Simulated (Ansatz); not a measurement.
# C₂₄Cl: single-point calculation (part 3 of 4)

C₂₄Cl (slab, 25 atoms in the cell); DFT PBE+D3(BJ), scalar-relativistic, plane waves, PAW, PAW set soft_1, spin-polarised (Ansatz 0.2.0); cutoff 420 eV, 6×4×1 k-mesh, Gaussian smearing of 0.05 eV, collinear spins. The structure derives from an entry of the Crystallography Open Database.

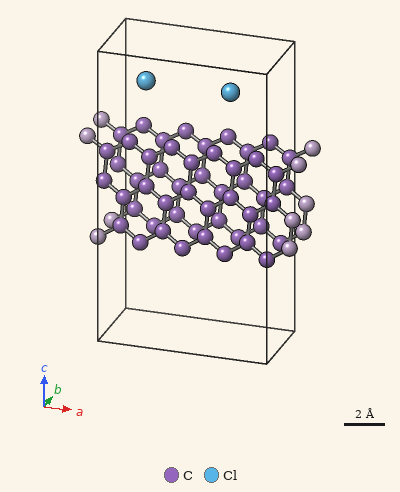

Fig. 1: The structure (ball-and-stick view of the 2 × 1 repeat of the cell, with the vacuum cut short, seen slightly off an axis; neighbours outside the cell are drawn fainter). An atom can appear more than once, as a periodic image.

The program's output, continued
```
SCF iter  43: F=-7079.383349 eV  HF=-7079.956302 eV  |F-HF|=5.73e-1  |Δ(HF+E_count)|=   7.98e-3  Δρ=2.69e-3 (↑1.39e-3 ↓2.69e-3)  dr2=4.28e-1  dr2_m=1.36e-2  M=0.157 μB ∫|m|=9.337 μB  β_m=0.23  ethr=5.88e-5  p=-0.439 e·Å  D=-1.06e-1 V/Å  ΔV_dip=2.35 eV  dr2_dipole=1.90e-1  V_vac-E_F(+/−)=7.61/5.27 eV  ⟨swp⟩=2.0  Hψ=3012  notcnv=0  defer=490  recentre
SCF iter  44: F=-7079.902970 eV  HF=-7079.947224 eV  |F-HF|=4.43e-2  |Δ(HF+E_count)|=   9.08e-3  Δρ=1.03e-3 (↑1.03e-3 ↓8.06e-4)  dr2=4.76e-2  dr2_m=2.37e-3  M=0.383 μB ∫|m|=9.416 μB  β_m=0.91  ethr=5.88e-5  p=-0.441 e·Å  D=-1.06e-1 V/Å  ΔV_dip=2.36 eV  dr2_dipole=7.60e-3  V_vac-E_F(+/−)=7.61/5.25 eV  ⟨swp⟩=1.4  Hψ=2027  notcnv=0  defer=490
SCF iter  45: F=-7079.921135 eV  HF=-7079.946668 eV  |F-HF|=2.55e-2  |Δ(HF+E_count)|=   5.57e-4  Δρ=7.11e-4 (↑7.11e-4 ↓6.37e-4)  dr2=2.33e-2  dr2_m=1.36e-3  M=0.422 μB ∫|m|=9.377 μB  β_m=0.84  ethr=4.62e-5  p=-0.449 e·Å  D=-1.08e-1 V/Å  ΔV_dip=2.40 eV  dr2_dipole=7.89e-3  V_vac-E_F(+/−)=7.64/5.24 eV  ⟨swp⟩=1.5  Hψ=1843  notcnv=0  defer=490
SCF iter  46: F=-7079.936776 eV  HF=-7079.946718 eV  |F-HF|=9.94e-3  |Δ(HF+E_count)|=   5.03e-5  Δρ=5.76e-4 (↑3.64e-4 ↓5.76e-4)  dr2=1.11e-2  dr2_m=6.53e-4  M=0.470 μB ∫|m|=9.351 μB  β_m=0.92  ethr=2.26e-5  p=-0.455 e·Å  D=-1.09e-1 V/Å  ΔV_dip=2.43 eV  dr2_dipole=1.45e-3  V_vac-E_F(+/−)=7.65/5.22 eV  ⟨swp⟩=1.6  Hψ=1671  notcnv=0  defer=490
SCF iter  47: F=-7079.933892 eV  HF=-7079.947872 eV  |F-HF|=1.40e-2  |Δ(HF+E_count)|=   1.15e-3  Δρ=7.91e-4 (↑3.94e-4 ↓7.91e-4)  dr2=1.87e-2  dr2_m=9.28e-4  M=0.418 μB ∫|m|=9.322 μB  β_m=0.20  ethr=1.08e-5  p=-0.457 e·Å  D=-1.10e-1 V/Å  ΔV_dip=2.44 eV  dr2_dipole=1.51e-5  V_vac-E_F(+/−)=7.66/5.22 eV  ⟨swp⟩=2.0  Hψ=2469  notcnv=0  defer=490
SCF iter  48: F=-7079.901699 eV  HF=-7079.949960 eV  |F-HF|=4.83e-2  |Δ(HF+E_count)|=   2.09e-3  Δρ=1.49e-3 (↑6.18e-4 ↓1.49e-3)  dr2=5.97e-2  dr2_m=3.81e-3  M=0.305 μB ∫|m|=9.280 μB  β_m=0.96  ethr=1.08e-5  p=-0.456 e·Å  D=-1.10e-1 V/Å  ΔV_dip=2.44 eV  dr2_dipole=2.36e-3  V_vac-E_F(+/−)=7.65/5.21 eV  ⟨swp⟩=2.0  Hψ=2180  notcnv=0  defer=490  recentre
SCF iter  49: F=-7079.876653 eV  HF=-7079.948367 eV  |F-HF|=7.17e-2  |Δ(HF+E_count)|=   1.59e-3  Δρ=1.39e-3 (↑2.96e-4 ↓1.39e-3)  dr2=6.37e-2  dr2_m=2.89e-3  M=0.449 μB ∫|m|=9.321 μB  β_m=0.62  ethr=1.08e-5  p=-0.459 e·Å  D=-1.10e-1 V/Å  ΔV_dip=2.45 eV  dr2_dipole=2.04e-2  V_vac-E_F(+/−)=7.67/5.21 eV  ⟨swp⟩=2.2  Hψ=2491  notcnv=0  defer=490  recentre
SCF iter  50: F=-7079.868089 eV  HF=-7079.951856 eV  |F-HF|=8.38e-2  |Δ(HF+E_count)|=   3.49e-3  Δρ=2.05e-3 (↑6.87e-4 ↓2.05e-3)  dr2=1.00e-1  dr2_m=7.33e-3  M=0.270 μB ∫|m|=9.204 μB  β_m=0.32  ethr=1.08e-5  p=-0.456 e·Å  D=-1.10e-1 V/Å  ΔV_dip=2.44 eV  dr2_dipole=1.18e-2  V_vac-E_F(+/−)=7.67/5.23 eV  ⟨swp⟩=1.8  Hψ=2041  notcnv=0  defer=490  recentre
SCF iter  51: F=-7079.943562 eV  HF=-7079.947108 eV  |F-HF|=3.55e-3  |Δ(HF+E_count)|=   4.75e-3  Δρ=3.18e-4 (↑2.41e-4 ↓3.18e-4)  dr2=4.50e-3  dr2_m=1.57e-4  M=0.512 μB ∫|m|=9.379 μB  β_m=0.32  ethr=1.08e-5  p=-0.459 e·Å  D=-1.10e-1 V/Å  ΔV_dip=2.45 eV  dr2_dipole=1.73e-5  V_vac-E_F(+/−)=7.66/5.21 eV  ⟨swp⟩=2.1  Hψ=2282  notcnv=0  defer=490
SCF iter  52: F=-7079.946223 eV  HF=-7079.947455 eV  |F-HF|=1.23e-3  |Δ(HF+E_count)|=   3.47e-4  Δρ=3.73e-4 (↑2.74e-4 ↓3.73e-4)  dr2=2.15e-3  dr2_m=4.84e-4  M=0.606 μB ∫|m|=9.440 μB  β_m=0.75  ethr=4.37e-6  p=-0.460 e·Å  D=-1.11e-1 V/Å  ΔV_dip=2.46 eV  dr2_dipole=3.82e-4  V_vac-E_F(+/−)=7.65/5.19 eV  ⟨swp⟩=1.8  Hψ=1809  notcnv=0  defer=490
SCF iter  53: F=-7079.944107 eV  HF=-7079.949141 eV  |F-HF|=5.03e-3  |Δ(HF+E_count)|=   1.69e-3  Δρ=6.88e-4 (↑6.02e-4 ↓6.88e-4)  dr2=9.98e-3  dr2_m=1.61e-3  M=0.715 μB ∫|m|=9.490 μB  β_m=0.87  ethr=2.09e-6  p=-0.463 e·Å  D=-1.11e-1 V/Å  ΔV_dip=2.47 eV  dr2_dipole=2.14e-4  V_vac-E_F(+/−)=7.65/5.18 eV  ⟨swp⟩=2.0  Hψ=2837  notcnv=0  defer=490  recentre
SCF iter  54: F=-7079.947144 eV  HF=-7079.948307 eV  |F-HF|=1.16e-3  |Δ(HF+E_count)|=   8.34e-4  Δρ=5.29e-4 (↑4.08e-4 ↓5.29e-4)  dr2=3.91e-3  dr2_m=9.70e-4  M=0.664 μB ∫|m|=9.477 μB  β_m=0.52  ethr=2.09e-6  p=-0.462 e·Å  D=-1.11e-1 V/Å  ΔV_dip=2.47 eV  dr2_dipole=3.17e-5  V_vac-E_F(+/−)=7.65/5.18 eV  ⟨swp⟩=1.8  Hψ=1710  notcnv=0  defer=490
SCF iter  55: F=-7079.940633 eV  HF=-7079.949620 eV  |F-HF|=8.99e-3  |Δ(HF+E_count)|=   1.31e-3  Δρ=7.26e-4 (↑6.84e-4 ↓7.26e-4)  dr2=1.32e-2  dr2_m=2.00e-3  M=0.729 μB ∫|m|=9.515 μB  β_m=0.50  ethr=2.09e-6  p=-0.464 e·Å  D=-1.12e-1 V/Å  ΔV_dip=2.48 eV  dr2_dipole=1.55e-3  V_vac-E_F(+/−)=7.65/5.17 eV  ⟨swp⟩=2.0  Hψ=2842  notcnv=0  defer=490  recentre
SCF iter  56: F=-7079.946801 eV  HF=-7079.949494 eV  |F-HF|=2.69e-3  |Δ(HF+E_count)|=   1.27e-4  Δρ=6.57e-4 (↑5.00e-4 ↓6.57e-4)  dr2=6.94e-3  dr2_m=1.47e-3  M=0.698 μB ∫|m|=9.524 μB  β_m=0.61  ethr=2.09e-6  p=-0.464 e·Å  D=-1.12e-1 V/Å  ΔV_dip=2.48 eV  dr2_dipole=8.85e-5  V_vac-E_F(+/−)=7.65/5.17 eV  ⟨swp⟩=2.3  Hψ=2382  notcnv=0  defer=490
SCF iter  57: F=-7079.946460 eV  HF=-7079.951211 eV  |F-HF|=4.75e-3  |Δ(HF+E_count)|=   1.72e-3  Δρ=7.50e-4 (↑7.36e-4 ↓7.50e-4)  dr2=1.18e-2  dr2_m=2.30e-3  M=0.758 μB ∫|m|=9.582 μB  β_m=0.98  ethr=2.09e-6  p=-0.467 e·Å  D=-1.12e-1 V/Å  ΔV_dip=2.50 eV  dr2_dipole=6.79e-5  V_vac-E_F(+/−)=7.64/5.15 eV  ⟨swp⟩=2.0  Hψ=3139  notcnv=0  defer=490
SCF iter  58: F=-7079.931865 eV  HF=-7079.955449 eV  |F-HF|=2.36e-2  |Δ(HF+E_count)|=   4.24e-3  Δρ=1.15e-3 (↑1.15e-3 ↓7.59e-4)  dr2=3.14e-2  dr2_m=3.50e-3  M=0.871 μB ∫|m|=9.644 μB  β_m=0.97  ethr=2.09e-6  p=-0.471 e·Å  D=-1.13e-1 V/Å  ΔV_dip=2.52 eV  dr2_dipole=3.83e-3  V_vac-E_F(+/−)=7.64/5.13 eV  ⟨swp⟩=2.2  Hψ=3297  notcnv=0  defer=490  recentre
SCF iter  59: F=-7079.885073 eV  HF=-7079.956221 eV  |F-HF|=7.11e-2  |Δ(HF+E_count)|=   7.72e-4  Δρ=1.44e-3 (↑1.44e-3 ↓9.18e-4)  dr2=6.86e-2  dr2_m=4.70e-3  M=0.925 μB ∫|m|=9.619 μB  β_m=0.54  ethr=2.09e-6  p=-0.469 e·Å  D=-1.13e-1 V/Å  ΔV_dip=2.51 eV  dr2_dipole=1.90e-2  V_vac-E_F(+/−)=7.65/5.14 eV  ⟨swp⟩=2.5  Hψ=3234  notcnv=0  defer=490  recentre
SCF iter  60: F=-7079.936770 eV  HF=-7079.952298 eV  |F-HF|=1.55e-2  |Δ(HF+E_count)|=   3.92e-3  Δρ=9.25e-4 (↑7.04e-4 ↓9.25e-4)  dr2=2.13e-2  dr2_m=2.55e-3  M=0.759 μB ∫|m|=9.606 μB  β_m=0.30  ethr=2.09e-6  p=-0.473 e·Å  D=-1.14e-1 V/Å  ΔV_dip=2.53 eV  dr2_dipole=3.12e-3  V_vac-E_F(+/−)=7.64/5.11 eV  ⟨swp⟩=3.0  Hψ=3544  notcnv=0  defer=490  recentre
SCF iter  61: F=-7079.948385 eV  HF=-7079.952073 eV  |F-HF|=3.69e-3  |Δ(HF+E_count)|=   2.25e-4  Δρ=6.96e-4 (↑6.96e-4 ↓6.93e-4)  dr2=9.20e-3  dr2_m=2.13e-3  M=0.782 μB ∫|m|=9.584 μB  β_m=0.19  ethr=2.09e-6  p=-0.468 e·Å  D=-1.13e-1 V/Å  ΔV_dip=2.50 eV  dr2_dipole=2.15e-4  V_vac-E_F(+/−)=7.65/5.15 eV  ⟨swp⟩=2.6  Hψ=3426  notcnv=0  defer=490
SCF iter  62: F=-7079.946641 eV  HF=-7079.953174 eV  |F-HF|=6.53e-3  |Δ(HF+E_count)|=   1.10e-3  Δρ=7.11e-4 (↑7.11e-4 ↓5.39e-4)  dr2=8.42e-3  dr2_m=1.93e-3  M=0.832 μB ∫|m|=9.577 μB  β_m=0.80  ethr=2.09e-6  p=-0.470 e·Å  D=-1.13e-1 V/Å  ΔV_dip=2.51 eV  dr2_dipole=2.28e-3  V_vac-E_F(+/−)=7.65/5.14 eV  ⟨swp⟩=3.0  Hψ=3178  notcnv=0  defer=491
SCF iter  63: F=-7079.940467 eV  HF=-7079.957825 eV  |F-HF|=1.74e-2  |Δ(HF+E_count)|=   4.65e-3  Δρ=6.64e-4 (↑6.64e-4 ↓3.99e-4)  dr2=1.43e-2  dr2_m=1.39e-3  M=0.932 μB ∫|m|=9.625 μB  β_m=0.90  ethr=2.09e-6  p=-0.473 e·Å  D=-1.14e-1 V/Å  ΔV_dip=2.53 eV  dr2_dipole=5.80e-3  V_vac-E_F(+/−)=7.65/5.12 eV  ⟨swp⟩=3.0  Hψ=3758  notcnv=0  defer=491
SCF iter  64: F=-7079.936305 eV  HF=-7079.959149 eV  |F-HF|=2.28e-2  |Δ(HF+E_count)|=   1.32e-3  Δρ=6.33e-4 (↑5.41e-4 ↓6.33e-4)  dr2=1.87e-2  dr2_m=1.36e-3  M=0.954 μB ∫|m|=9.667 μB  β_m=0.95  ethr=2.09e-6  p=-0.468 e·Å  D=-1.13e-1 V/Å  ΔV_dip=2.50 eV  dr2_dipole=7.29e-3  V_vac-E_F(+/−)=7.65/5.14 eV  ⟨swp⟩=2.0  Hψ=3189  notcnv=0  defer=491
SCF iter  65: F=-7079.932096 eV  HF=-7079.959712 eV  |F-HF|=2.76e-2  |Δ(HF+E_count)|=   5.63e-4  Δρ=6.52e-4 (↑4.34e-4 ↓6.52e-4)  dr2=2.18e-2  dr2_m=1.10e-3  M=0.969 μB ∫|m|=9.705 μB  β_m=0.97  ethr=2.09e-6  p=-0.468 e·Å  D=-1.13e-1 V/Å  ΔV_dip=2.50 eV  dr2_dipole=8.67e-3  V_vac-E_F(+/−)=7.64/5.14 eV  ⟨swp⟩=2.0  Hψ=2846  notcnv=0  defer=491
SCF iter  66: F=-7079.941764 eV  HF=-7079.959364 eV  |F-HF|=1.76e-2  |Δ(HF+E_count)|=   3.48e-4  Δρ=4.66e-4 (↑3.98e-4 ↓4.66e-4)  dr2=1.37e-2  dr2_m=6.66e-4  M=0.960 μB ∫|m|=9.721 μB  β_m=0.99  ethr=2.09e-6  p=-0.468 e·Å  D=-1.12e-1 V/Å  ΔV_dip=2.50 eV  dr2_dipole=5.74e-3  V_vac-E_F(+/−)=7.63/5.13 eV  ⟨swp⟩=2.0  Hψ=2475  notcnv=0  defer=491
SCF iter  67: F=-7079.950567 eV  HF=-7079.959372 eV  |F-HF|=8.81e-3  |Δ(HF+E_count)|=   8.12e-6  Δρ=2.72e-4 (↑2.72e-4 ↓2.61e-4)  dr2=6.70e-3  dr2_m=1.90e-4  M=0.960 μB ∫|m|=9.725 μB  β_m=0.99  ethr=2.09e-6  p=-0.465 e·Å  D=-1.12e-1 V/Å  ΔV_dip=2.48 eV  dr2_dipole=2.85e-3  V_vac-E_F(+/−)=7.62/5.14 eV  ⟨swp⟩=2.1  Hψ=2878  notcnv=0  defer=491
SCF iter  68: F=-7079.955759 eV  HF=-7079.959431 eV  |F-HF|=3.67e-3  |Δ(HF+E_count)|=   5.89e-5  Δρ=4.09e-4 (↑1.62e-4 ↓4.09e-4)  dr2=4.27e-3  dr2_m=3.47e-4  M=0.934 μB ∫|m|=9.682 μB  β_m=1.00  ethr=2.09e-6  p=-0.458 e·Å  D=-1.10e-1 V/Å  ΔV_dip=2.45 eV  dr2_dipole=3.08e-4  V_vac-E_F(+/−)=7.62/5.17 eV  ⟨swp⟩=2.0  Hψ=2653  notcnv=0  defer=491
SCF iter  69: F=-7079.959013 eV  HF=-7079.959544 eV  |F-HF|=5.31e-4  |Δ(HF+E_count)|=   1.13e-4  Δρ=1.27e-4 (↑1.01e-4 ↓1.27e-4)  dr2=6.18e-4  dr2_m=3.15e-5  M=0.945 μB ∫|m|=9.671 μB  β_m=0.88  ethr=2.09e-6  p=-0.457 e·Å  D=-1.10e-1 V/Å  ΔV_dip=2.45 eV  dr2_dipole=3.93e-5  V_vac-E_F(+/−)=7.62/5.18 eV  ⟨swp⟩=2.0  Hψ=2797  notcnv=0  defer=491
SCF iter  70: F=-7079.958895 eV  HF=-7079.959560 eV  |F-HF|=6.65e-4  |Δ(HF+E_count)|=   1.56e-5  Δρ=1.44e-4 (↑4.37e-5 ↓1.44e-4)  dr2=6.17e-4  dr2_m=4.42e-5  M=0.949 μB ∫|m|=9.661 μB  β_m=0.94  ethr=6.00e-7  p=-0.456 e·Å  D=-1.10e-1 V/Å  ΔV_dip=2.44 eV  dr2_dipole=1.58e-4  V_vac-E_F(+/−)=7.63/5.19 eV  ⟨swp⟩=2.5  Hψ=3081  notcnv=0  defer=493
SCF iter  71: F=-7079.959507 eV  HF=-7079.959573 eV  |F-HF|=6.59e-5  |Δ(HF+E_count)|=   1.31e-5  Δρ=6.92e-5 (↑3.20e-5 ↓6.92e-5)  dr2=9.36e-5  dr2_m=9.27e-6  M=0.940 μB ∫|m|=9.652 μB  ethr=5.99e-7  p=-0.456 e·Å  D=-1.10e-1 V/Å  ΔV_dip=2.44 eV  dr2_dipole=1.06e-7  V_vac-E_F(+/−)=7.63/5.19 eV  ⟨swp⟩=27.2  Hψ=19580  notcnv=0
Mixer restart at iter 71: flushing history
iteration 71: the SCF's residuals had fallen too slowly under its mixing. It goes on by minimising its free energy, and can end on another state than longer mixing would; under `scf.algorithm: density_mixing` no SCF does so, but by `scf.convergence.dm_fallback`
SCF iter  72: F=—  HF=-7079.959575 eV  |F-HF|=—  |Δ(HF+E_count)|=   2.28e-6  Δρ=1.76e-5 (↑1.76e-5 ↓1.51e-5)  dr2=7.19e-6  dr2_m=4.29e-7  M=0.940 μB ∫|m|=9.652 μB  ethr=9.09e-8  p=-0.456 e·Å  D=-1.10e-1 V/Å  ΔV_dip=2.44 eV  dr2_dipole=2.99e-8  V_vac-E_F(+/−)=7.63/5.19 eV  ⟨swp⟩=9.4  Hψ=12392  notcnv=0
SCF iter  73: F=—  HF=-7079.959575 eV  |F-HF|=—  |Δ(HF+E_count)|=   1.50e-7  Δρ=9.89e-6 (↑5.13e-6 ↓9.89e-6)  dr2=9.08e-7  dr2_m=2.67e-7  M=0.939 μB ∫|m|=9.652 μB  ethr=6.98e-9  p=-0.456 e·Å  D=-1.10e-1 V/Å  ΔV_dip=2.44 eV  dr2_dipole=4.45e-8  V_vac-E_F(+/−)=7.63/5.19 eV  ⟨swp⟩=3.6  Hψ=7214  notcnv=0
SCF iter  74: F=—  HF=-7079.959576 eV  |F-HF|=—  |Δ(HF+E_count)|=   1.01e-6  Δρ=4.27e-6 (↑2.72e-6 ↓4.27e-6)  dr2=4.30e-7  dr2_m=5.46e-8  M=0.938 μB ∫|m|=9.653 μB  ethr=8.82e-10  p=-0.456 e·Å  D=-1.10e-1 V/Å  ΔV_dip=2.44 eV  dr2_dipole=8.78e-8  V_vac-E_F(+/−)=7.63/5.19 eV  ⟨swp⟩=2.5  Hψ=7078  notcnv=0
SCF iter  75: F=-7079.959577 eV  HF=-7079.959577 eV  |F-HF|=2.28e-8  |Δ(HF+E_count)|=   8.31e-8  Δρ=9.86e-7 (↑7.62e-7 ↓9.86e-7)  dr2=2.76e-8  dr2_m=1.93e-9  M=0.939 μB ∫|m|=9.653 μB  ethr=9.71e-11  p=-0.456 e·Å  D=-1.10e-1 V/Å  ΔV_dip=2.44 eV  dr2_dipole=8.59e-10  V_vac-E_F(+/−)=7.63/5.19 eV  ⟨swp⟩=7.7  Hψ=14216  notcnv=0
SCF iter  76: F=-7079.959577 eV  HF=-7079.959577 eV  |F-HF|=2.28e-8  |Δ(HF+E_count)|=  8.19e-12  Δρ=9.86e-7 (↑7.62e-7 ↓9.86e-7)  dr2=2.76e-8  dr2_m=1.93e-9  M=0.939 μB ∫|m|=9.653 μB  ethr=2.68e-11  p=-0.456 e·Å  D=-1.10e-1 V/Å  ΔV_dip=2.44 eV  dr2_dipole=8.59e-10  V_vac-E_F(+/−)=7.63/5.19 eV  ⟨swp⟩=6.7  Hψ=14220  notcnv=0
SCF 1 converged in 76 iterations: F = -7079.959577 eV  dr2 = 2.76e-8
  greatest PAW one-centre occupation: 0.914 electrons in one spin orbital (limit 2), on the Cl atom at site 24 (counted from 0), in its partial waves of l = 0
```

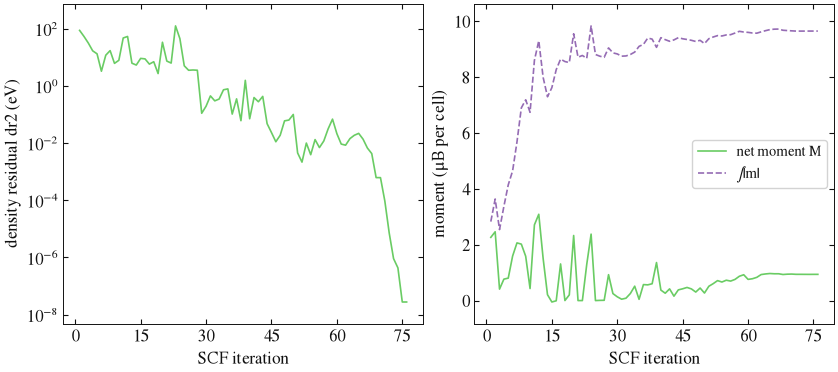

Fig. 2: Convergence of the self-consistent field: density residual dr2 and magnetic moment against the SCF iteration. The residual falls unevenly and jumps up by a factor of two or more 14 times on the way down. The net moment goes from 2.3 to 0.9 μB per cell, with excursions between −0.1 and 3.1 on the way.

```
at 6 of the mixer's solves, the last at iteration 60, it left a direction of its history that read negative out of its fit and stepped the other way along it
WARN: The output density's exchange-correlation potential varies sharply where the density is thin. Do not read a vacuum level from v_tot or v_xc, or from such a field of the output density. On a cell that repeats whose density bears no net charge and no dipole along the vacuum's axis use v_es (v_loc + v_h of the components); under efield.dipole_correction with no amplitude use v_es + v_field, which holds any external_charges[].barrier, or the levels of the report's work_function block, which leave it out; under a non-zero efield.amplitude the vacuum is tilted and has no level; on a cell that repeats and bears such a dipole with no correction it is tilted too, and efield.dipole_correction with no amplitude gives each side of its ramp a level where efield: is served; in a cell that repeats whose density bears a net charge (total_charge, or a fill off its count) it is curved and has none; of a slab under crystal.periodic whose density bears no net charge use v_es, which has a level on each side, short of where the two are joined; of another it falls or rises all the way out and has none; of a slab beside external_charges read slab_vacuum_level instead, which it has where they leave it neutral. The grid or the basis barely resolves most such structure, and the values can differ between equally converged runs; as a rule a tighter scf.convergence.dr2_threshold does not remove it. Where the density itself ripples (under the LDA too) a higher basis.ecutwfc lessens it. The files hold the spikes' plane waves up to the density's cutoff. Files: v_tot_of_output_density and the like, and their columns of v_z.tsv (output.write_potential); v_xc_of_output_density and the like, and their columns of v_comp_z.tsv (output.write_potential_components). Measured: with its Gaussian average of σ = 0.25 Å subtracted twice, the exchange-correlation potential is over 0.1 eV at 3611 of the grid points where the equally averaged density (valence and model cores) is under 1e-3 e/Å³, and 1.37 eV at the most among them, at an averaged density of 1.9e-4 e/Å³. The input density's (outcome.potential() and, of a run that writes arrays, v_tot and v_xc) is over 0.1 eV, so measured, at 3616 points of its own thin density, 1.37 eV at the most. See output.write_potential in the manual, Limitations
SCF converged after 76 iterations
Magnetization: 0.9386 μB (51.9693 up, 51.0307 down)
Absolute magnetization: 9.6763 μB (∫|ρ↑−ρ↓|, with the PAW one-centre terms)
Spin contamination: 4.1096 ħ² per cell (⟨S²⟩ above its minimum at these occupations)
```
